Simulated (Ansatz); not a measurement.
# Cu12N (slab): what the fields show

Input file:

```
crystal:
  lattice:
    - [5.1332392722, 0.0, 0.0]
    - [-2.5666196361, 4.4455156134, 0.0]
    - [0.0, 0.0, 19.6236283438]
  atoms:
    - { symbol: Cu, position: [0.3333333333, 0.1666666667, 0.2038359028] }
    - { symbol: Cu, position: [0.3333333333, 0.6666666667, 0.2038359028] }
    - { symbol: Cu, position: [0.8333333333, 0.1666666667, 0.2038359028] }
    - { symbol: Cu, position: [0.8333333333, 0.6666666667, 0.2038359028] }
    - { symbol: Cu, position: [0.1666666667, 0.3333333333, 0.308900249] }
    - { symbol: Cu, position: [0.1666666667, 0.8333333333, 0.308900249] }
    - { symbol: Cu, position: [0.6666666667, 0.3333333333, 0.308900249] }
    - { symbol: Cu, position: [0.6666666667, 0.8333333333, 0.308900249] }
    - { symbol: Cu, position: [0.0, 0.0, 0.4139717794] }
    - { symbol: Cu, position: [0.0, 0.5, 0.4139717794] }
    - { symbol: Cu, position: [0.5, 0.0, 0.4139717794] }
    - { symbol: Cu, position: [0.5, 0.5, 0.4139717794] }
    - { symbol: "N", position: [0.0, 0.0833333333, 0.4982410205] }
basis:
  ecutwfc: 420
kpoints:
  mp_grid: { grid: [6, 6, 1] }
hamiltonian:
  xc: pbe
scf:
  occupations: { method: gaussian, width: 0.1 }
output:
  forces: true
  eigenvalues: true
  write_density: true
  write_potential: true
  elf: true
  volumetric_format: npy
relax:
  adjacent_minimum: "off"
  f_tol: 0.025
  max_steps: 16
  constraints:
    - { sites: [0, 1, 2, 3, 4, 5, 6, 7, 8, 9, 10, 11] }
    - { sites: [12], fix: xy }
efield:
  axis: 3
  dipole_correction: true
  ramp_width: 0.04
```

Launched as:

```sh
ansatz run input.yaml --threads 4 --pin off --max-ram 12288MiB --backend cpu --events-out ev --progress --plain --runs-dir out
```

A point of a scan over the structure, not its minimum; not relaxed (largest force 0.9 eV/Å); computed without spin polarisation.

Level of theory: DFT PBE, scalar-relativistic, plane waves, PAW (Ansatz 0.2.0).

In a PAW calculation such maps are meaningful between the atoms, not at the nuclei.

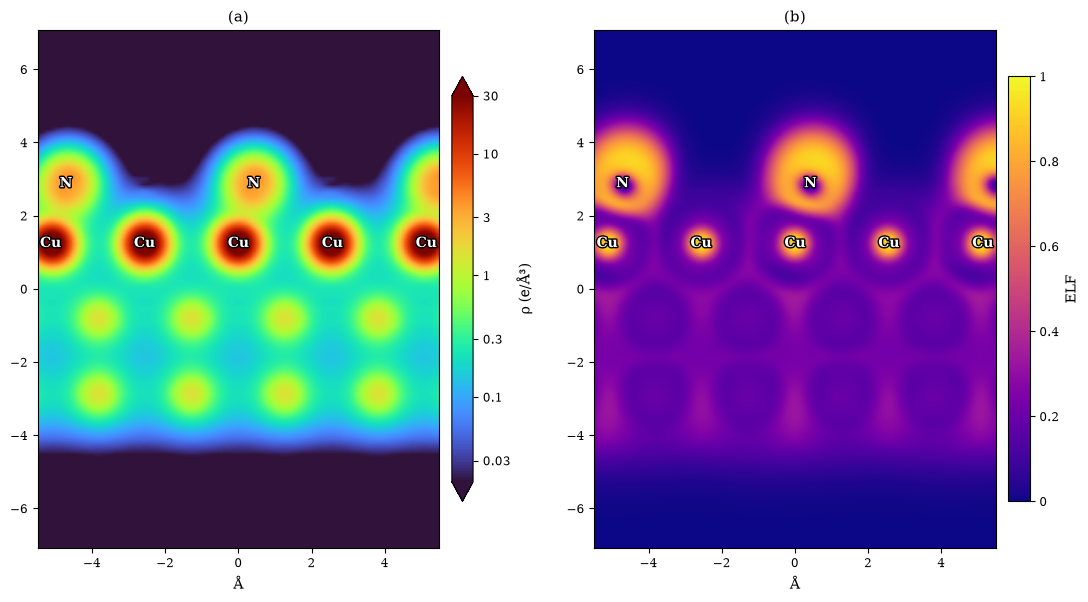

Figure 1. (a) valence charge density (pseudo); (b) electron localisation function on the (100) plane of the calculation cell, a cut from vacuum to vacuum.

Question: Read the bonding off the picture.

Answer: The section cuts through Cu and N sites.
Atoms just off the plane (Cu, 0.7 Å away) can leave unmarked features too.
Cu–N (1.69 Å): ρ is about 1.4 e/Å³ halfway; the ELF peaks at about 0.80 in the valence shell of N, 0.5 Å from its nucleus, and is about 0.35 at the midpoint.
The density dies away to nearly zero in the vacuum.
The features right at Cu lie inside the PAW spheres, where the map follows smoothed inner orbitals and isn't to be read closely.

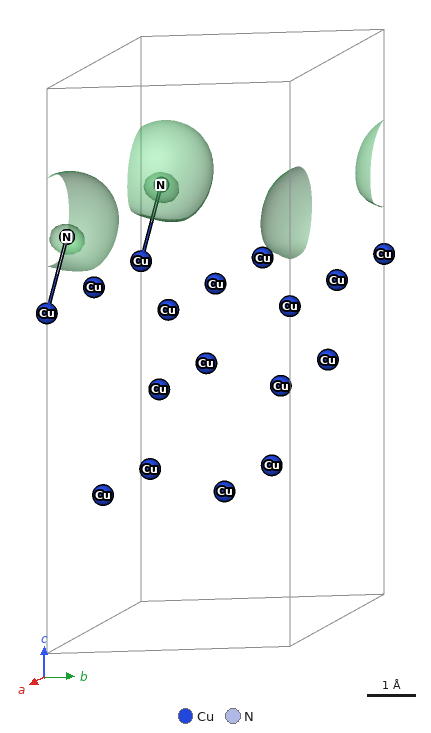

Figure 2. Isosurface of the electron localisation function at 0.6 (green), seen slightly off an axis. Only the valence region is drawn (cores and ρ < 0.01 e/Å³ removed). Sticks mark near contacts.

Question: What do the ELF domains correspond to?

Answer: The ELF exceeds this value in one lobe on N, pointing away from the bonds (lone pairs), counted in one cell of 13 atoms. Counts are for one cell; the picture repeats the cell along the surface.

Question: Does the calculation give a band gap?

Answer: It is metallic or semimetallic at this level of theory: no gap opens.
